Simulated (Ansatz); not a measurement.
# Geometry relaxation, with input and output: KBr

- system: KBr (2 atoms in the cell)
- method: DFT LDA, scalar-relativistic, plane waves, PAW, no spin polarisation (Ansatz 0.2.0)

The structure derives from a Materials Project entry. Figures and captions count atoms from 1; the log counts them from 0 in places.

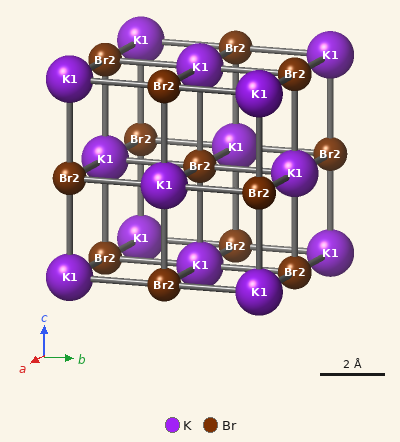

*The starting structure (ball-and-stick view of the cell 4 times as large as that of the calculation, set on its symmetry axes, seen slightly off an axis; atoms are numbered from 1 in the order of the input).*

Near neighbours in the crystal (not all of them lie inside the picture): K has 6 Br at 3.19 Å; Br has 6 K at 3.19 Å.

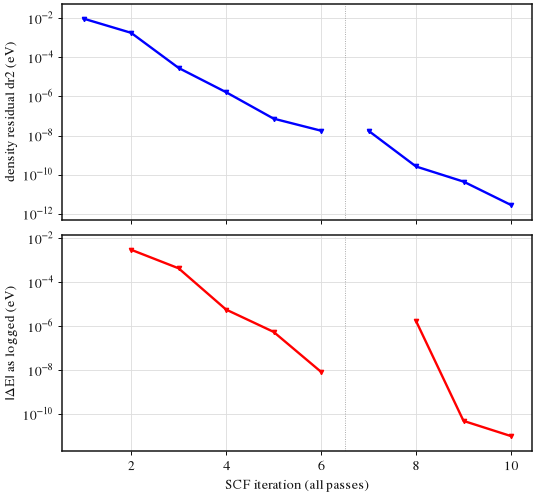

*Convergence of the self-consistent field: density residual dr2 and size of the energy change against the SCF iteration. The dotted lines part the SCF passes of the relaxation: geometry steps, rejected trials and re-solves on a re-selected basis.*

The passes take 6 and 4 iterations.

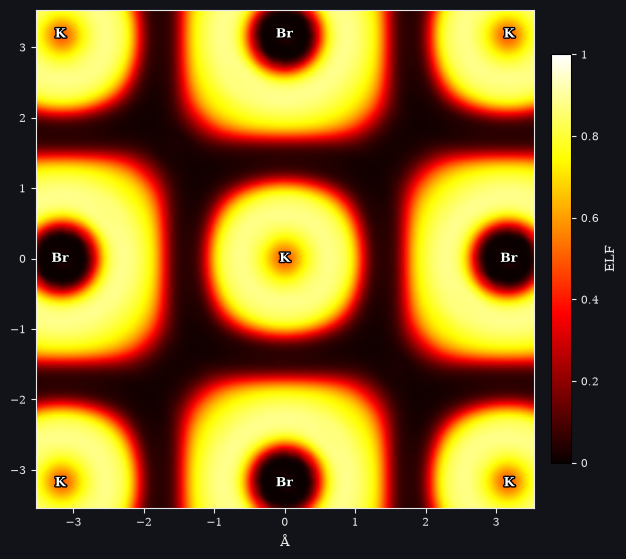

*ELF on the (100) plane of the conventional cell.*

The section cuts through K and Br sites. The strong features right at K lie inside the PAW spheres (semicore, d or f shells) and say nothing about bonding. In a PAW calculation such maps are meaningful between the atoms, not at the nuclei.

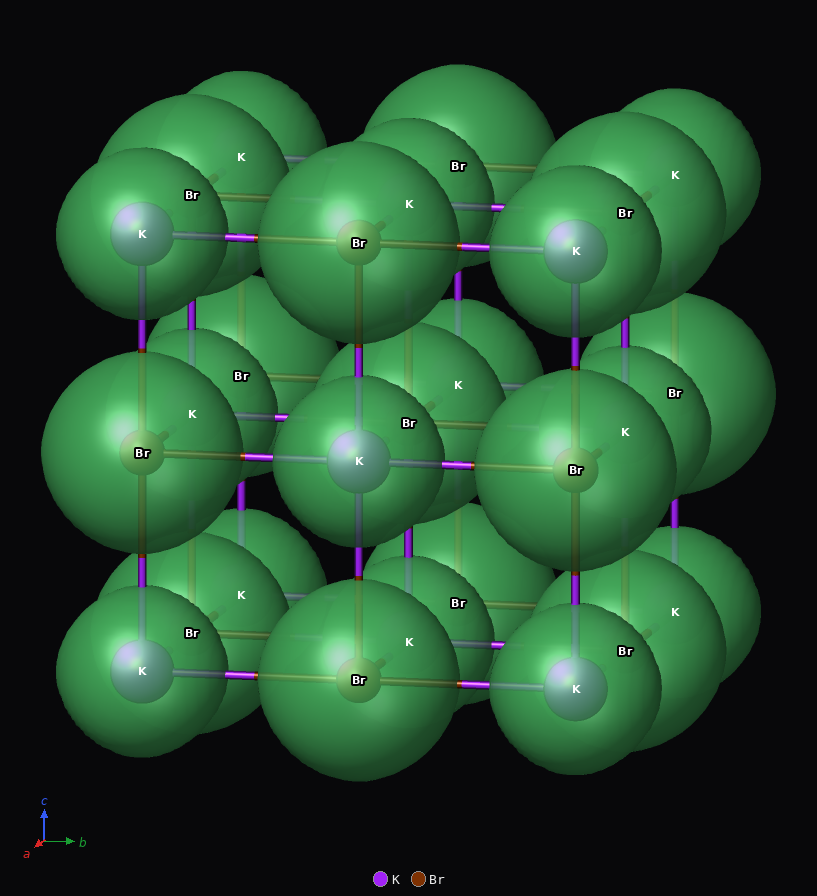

*Isosurface of the valence pseudo-density at 0.15 e/Å³ (green), seen slightly off an axis. Sticks mark near contacts. The outline is the cell set on symmetry axes.*

At this value the density breaks into separate islands; it holds about 85 % of the electrons treated as valence (semicore included). It is pinched off along the K–Br (3.19 Å) contacts. On the grid the lowest density along these lines, outside the cores, is 0.1 e/Å³ (K–Br, 3.19 Å).

The input and output of the run follow.

Input file
```yaml
crystal:
  lattice:
    - [0.0, 3.1856269859, 3.1856269859]
    - [3.1856269859, 0.0, 3.1856269859]
    - [3.1856269859, 3.1856269859, 0.0]
  atoms:
    - { symbol: K, position: [0.0, 0.0, 0.0] }
    - { symbol: Br, position: [0.5, 0.5, 0.5] }
basis:
  ecutwfc: 420
kpoints:
  mp_grid: { grid: [6, 6, 6] }
hamiltonian:
  xc: lda
scf:
  occupations: { method: gaussian, width: 0.02 }
output:
  forces: true
  stress: true
  eigenvalues: true
  write_density: true
  write_potential: true
  elf: true
  volumetric_format: npy
relax:
  adjacent_minimum: "off"
  f_tol: 0.005
  max_steps: 80
  cell: { stress_tol: 0.05 }
```

Run as:
```bash
ansatz run input.yaml --threads 4 --pin off --max-ram 10240MiB --backend cpu --events-out ev --progress --plain --runs-dir out
```

The program's output
```
Engine: ansatz 0.2.0, x86_64-unknown-linux-gnu
Pseudopotentials: kind: paw
Pseudopotential: K, paw, valence charge 9, recommended cutoff 420 eV (normal), K.paw.azcp
Pseudopotential: Br, paw, valence charge 7, recommended cutoff 420 eV (normal), Br.paw.azcp
Functional definition: SPW92
  exchange = slater_x
  correlation = pw_c
Crystal: 2 atoms, lattice volume = 64.657 Å³
Basis set: ecut = 420 eV, 1243 PW (Γ)
Bands: 12, of which v1, the nominal top of the filled ones, is band 8 counted from 1 (7 counted from 0)
Symmetry: 48 space group operations
Space group: Fm-3m (ITA 225), of the structure as read, at distance tolerance 4.0e-5 Å
k-points: 16 of 216
Non-local potential: K, projectors of the file, l = 0: 3, l = 1: 2, l = 2: 2
Non-local potential: Br, projectors of the file, l = 0: 2, l = 1: 2, l = 2: 2
PAW form: soft (Blöchl's): semilocal exchange-correlation on the pseudo side does not see the compensation charge
PAW frozen core: K, regenerated for the run's functional, and the local potential with it (the file was generated under x = pbe(κ = 0.804, μ = 0.2195149727645171), c = pbe(β = 0.06672455060314922))
PAW frozen core: Br, regenerated for the run's functional, and the local potential with it (the file was generated under x = pbe(κ = 0.804, μ = 0.2195149727645171), c = pbe(β = 0.06672455060314922))
PAW one-centre angular grid: K, 110 points (default); XC on 64 Gauss nodes
PAW one-centre angular grid: Br, 110 points (default); XC on 64 Gauss nodes
Initial density: superposition of atomic densities (neutral atoms: chi_scale 0, normalization atom), corrected by the library's trained network
Initial wavefunctions: pseudopotential atomic-orbital guess
Functional: x = slater, c = lda
SCF iter   1: F=—  HF=-4193.641386 eV  |F-HF|=—  |Δ(HF+E_count)|=         —  Δρ=4.97e-3  dr2=9.56e-3  ethr=1.77e-3  ⟨swp⟩=6.9  Hψ=1347  notcnv=0
preconditioner: auto → none  [insulator: Δε(μ)=4.286 eV  Ē_g=14.653 eV  σ=0.020 eV  W_gap=1.00  n_scr=14 (ndim 8)  ℏωp=17.3 eV  f_vac=0.041  D(μ)=0.00/eV (n_scr^D=0)  ε∞_Penn≈2.4]
SCF iter   2: F=—  HF=-4193.638380 eV  |F-HF|=—  |Δ(HF+E_count)|=   3.01e-3  Δρ=2.42e-3  dr2=1.80e-3  ethr=5.97e-5  ⟨swp⟩=2.6  Hψ=481  notcnv=0
SCF iter   3: F=—  HF=-4193.637949 eV  |F-HF|=—  |Δ(HF+E_count)|=   4.31e-4  Δρ=2.40e-4  dr2=2.88e-5  ethr=1.12e-5  ⟨swp⟩=1.0  Hψ=192  notcnv=0
SCF iter   4: F=—  HF=-4193.637944 eV  |F-HF|=—  |Δ(HF+E_count)|=   5.71e-6  Δρ=4.03e-5  dr2=1.65e-6  ethr=1.80e-7  ⟨swp⟩=2.0  Hψ=320  notcnv=0
iter 5 did not close the SCF: its close was put off for the readings that it lacked (scf_convergence_deferred on its scf_iter line)
SCF iter   5: F=-4193.637943 eV  HF=-4193.637943 eV  |F-HF|=3.49e-8  |Δ(HF+E_count)|=   5.52e-7  Δρ=1.66e-5  dr2=7.34e-8  ethr=1.03e-8  ⟨swp⟩=2.0  Hψ=291  notcnv=0
SCF iter   6: F=-4193.637943 eV  HF=-4193.637943 eV  |F-HF|=1.46e-8  |Δ(HF+E_count)|=   8.36e-9  Δρ=4.57e-6  dr2=1.77e-8  ethr=4.59e-10  ⟨swp⟩=6.2  Hψ=1172  notcnv=0
SCF 1 converged in 6 iterations: F = -4193.637943 eV  dr2 = 1.77e-8
  greatest PAW one-centre occupation: 0.985 electrons in one spin orbital (limit 2), on the K atom at site 0 (counted from 0), in its partial waves of l = 0
relax step   1: F+E_penalty+E_count = -4193.63794293 eV  Δ(F+E_penalty+E_count) = +0.000e0 eV  max|allowed force component| = 8.382e-30 eV/Å  Δτ_max = 0.0000 Å  P = +0.004 GPa  Ω = 64.657 Å³  (6 SCF iters, dr2 threshold 1.00e-7 eV, accepted)
Initial density: handed on by an earlier stage of this run
Initial wavefunctions: pseudopotential atomic-orbital guess (no wavefunctions were taken with the density)
iter 1 solved again at ethr=6.58e-7 eV; its pass at ethr=3.10e-3 eV (dr2=1.05e-4 eV) is discarded
SCF iter   1: F=—  HF=-4193.637941 eV  |F-HF|=—  |Δ(HF+E_count)|=         —  Δρ=5.06e-6  dr2=1.75e-8  ethr=6.58e-7  ⟨swp⟩=3.1  Hψ=1885  notcnv=0
eigensolver tolerance schedule: the retry pair's looser diagonalisation over-reported the residual by 6023.33 of it (diagonalisation noise at an unbounded share of the residual, at the tolerance the schedule requests for it); recorded, not acted on — ethr = c·dr2/N_el stays at c = 1.0e-1
preconditioner: auto → none  [insulator: Δε(μ)=4.321 eV  Ē_g=14.688 eV  σ=0.020 eV  W_gap=1.00  n_scr=14 (ndim 8)  ℏωp=17.3 eV  f_vac=0.029  D(μ)=0.00/eV (n_scr^D=0)  ε∞_Penn≈2.4]
SCF iter   2: F=—  HF=-4193.637943 eV  |F-HF|=—  |Δ(HF+E_count)|=   1.72e-6  Δρ=8.14e-7  dr2=2.61e-10  ethr=1.09e-10  ⟨swp⟩=3.2  Hψ=431  notcnv=0
SCF iter   3: F=—  HF=-4193.637943 eV  |F-HF|=—  |Δ(HF+E_count)|=  4.91e-11  Δρ=3.91e-7  dr2=4.40e-11  ethr=1.00e-12  ⟨swp⟩=8.4  Hψ=1144  notcnv=0
SCF iter   4: F=-4193.637943 eV  HF=-4193.637943 eV  |F-HF|=1.82e-12  |Δ(HF+E_count)|=  1.00e-11  Δρ=9.09e-8  dr2=2.80e-12  ethr=1.00e-12  ⟨swp⟩=5.8  Hψ=726  notcnv=0
SCF 2 converged in 4 iterations: F = -4193.637943 eV  dr2 = 2.80e-12
relax step   2: F+E_penalty+E_count = -4193.63794294 eV  Δ(F+E_penalty+E_count) = -7.860e-9 eV  max|allowed force component| = 7.281e-30 eV/Å  Δτ_max = 0.0000 Å  P = +0.003 GPa  Ω = 64.657 Å³  stress off target by 3.40e-3 GPa  SCF on the basis re-selected at this cell (its energy is not comparable with the rows above)  (4 SCF iters)
basis re-selected at this cell: Δ(F+E_penalty+E_count) = -7.860e-9 eV, ΔP = -0.000 GPa vs the last step (what re-selecting the basis moved, of the pressure what is left beyond the Pulay correction that the steps carried, after the strain that the cell walked since its last selection, with what the two solves' SCF thresholds leave and, on support functions, any second-order correction that the steps lacked; it is no measure of the basis error at this ecutwfc). This SCF's stress stands 3.40e-3 GPa from its target on what of the cell is left free (relax.cell.stress_tol is 5.00e-2 GPa) and its largest allowed force component is 7.28e-30 eV/Å (relax.f_tol is 5.00e-3 eV/Å): within both
SCF converged after 4 iterations
Free energy (F): -4193.637943 eV
Harris-Foulkes:  -4193.637943 eV  (|F-HF|=1.82e-12)
Internal energy: -4193.637943 eV  (E = F + TS)
E sigma→0 (E₀):  -4193.637943 eV
Fermi energy:    3.717355 eV
--- Per-component energies (eV) ---
  E_band       = -124.075373
  E_kinetic    = 389.126918
  E_local      = -798.228422  (includes V_loc(G=0)·N_el)
  E_nonlocal   = 87.270236
  E_hartree    = 255.068968
  E_xc         = -395.292279
  E_vxc        = -269.766376  (∫ρ·V_xc dr)
  E_paw        = -2903.339773  (= ΣΔE_a)
  E_vpaw       = -42.615647  (= ΣTr[D̂ρ^β])
  E_aug_tail   = -0.000003  (compensation charges beyond the density's cutoff)
  E_ewald      = -828.707599
  E_core_change = 0.464011  (= ΣΔE_core)
  E_smearing   = -0.000000  (= −TS)
  E_closure    = 0.000000  (closes the sum)
  Σ components = -4193.637943   (vs F -4193.637943, Δ=0.00e0)
--- Forces (eV/Å), atoms counted from 1 ---
  atom   1  K     -0.00000000     0.00000000    -0.00000000
  atom   2  Br     0.00000000    -0.00000000    -0.00000000
  max |Σ_I F_I| component: 1.28e-29 eV/Å
--- Stress (GPa, compression-positive) ---
        0.003401      -0.000000       0.000000
        0.000000       0.003401      -0.000000
        0.000000      -0.000000       0.003401
  P = ⅓ Tr σ = 0.0034 GPa (0.034 kbar)
--- Band table (eV; the first three rows and the last of 16) ---
  k-point 0: bands = ["-25.7039", "-10.9538", "-9.3893", "-9.3893", "-9.3893", "1.5566", "1.5566", "1.5566", "5.8781", "8.9084", "8.9084", "8.9084"]
  k-point 1: bands = ["-25.7011", "-11.0080", "-9.3912", "-9.3912", "-9.3115", "1.0834", "1.4339", "1.4339", "6.6280", "8.7755", "9.2709", "9.2709"]
  k-point 2: bands = ["-25.6956", "-11.1043", "-9.3952", "-9.3952", "-9.1666", "0.3700", "1.2082", "1.2082", "7.7028", "9.2410", "10.2409", "10.2409"]
  k-point 15: bands = ["-25.6896", "-10.9072", "-9.5190", "-9.4723", "-9.3199", "0.7110", "0.9502", "1.0168", "7.8315", "9.5996", "9.8149", "10.9475"]
--- Relaxed structure (1 steps of the walk, 1 accepted, 1 SCFs on fresh bases) ---
  F+E_penalty+E_count = -4193.63794294 eV   max|allowed force component| = 7.281e-30 eV/Å   (the final SCF, on the basis selected at the relaxed cell)
  cell:  # Å, volume = 64.6569 Å³
    - [0.0, 3.1856269859, 3.1856269859]
    - [3.1856269859, 0.0, 3.1856269859]
    - [3.1856269859, 3.1856269859, 0.0]
  atoms:
    - { symbol: K, position: [0.0, 0.0, 0.0] }
    - { symbol: Br, position: [0.5, 0.5, 0.5] }
```

Trajectory as extended XYZ (Å, eV, eV/Å), 2 frames, from step=1 to step=2
```
2
Lattice="0.0000 3.1856 3.1856 3.1856 0.0000 3.1856 3.1856 3.1856 0.0000" Properties=species:S:1:pos:R:3:forces:R:3 step=1 energy=-4193.63794 pressure_GPa=0.00
K     0.0000    0.0000    0.0000    0.0000   0.0000   0.0000
Br    3.1856    3.1856    3.1856    0.0000   0.0000   0.0000
2
Lattice="0.0000 3.1856 3.1856 3.1856 0.0000 3.1856 3.1856 3.1856 0.0000" Properties=species:S:1:pos:R:3:forces:R:3 step=2 energy=-4193.63794 pressure_GPa=0.00
K     0.0000    0.0000    0.0000    0.0000   0.0000   0.0000
Br    3.1856    3.1856    3.1856    0.0000   0.0000   0.0000
```

Results in brief

```csv
quantity,value
outcome,converged
space group (tolerance 0.01 Å),Fm-3m (225)
electrons treated,16
free energy,−4193.6379 eV
Fermi energy,3.717 eV
gap on the k-point mesh,4.32 eV
pressure,0.00 GPa
final volume,64.66 Å³
largest force (length of the vector) at the end,under 0.001 eV/Å
final cell,"a = 4.505 Å, b = 4.505 Å, c = 4.505 Å, α = 60.00°, β = 60.00°, γ = 60.00°"
hardware,"4 threads of Intel Xeon (Granite Rapids), 192 GiB of memory available, shared host"
wall time,0.53 s (CPU time 1.3 s)
peak memory,0.34 GiB
```
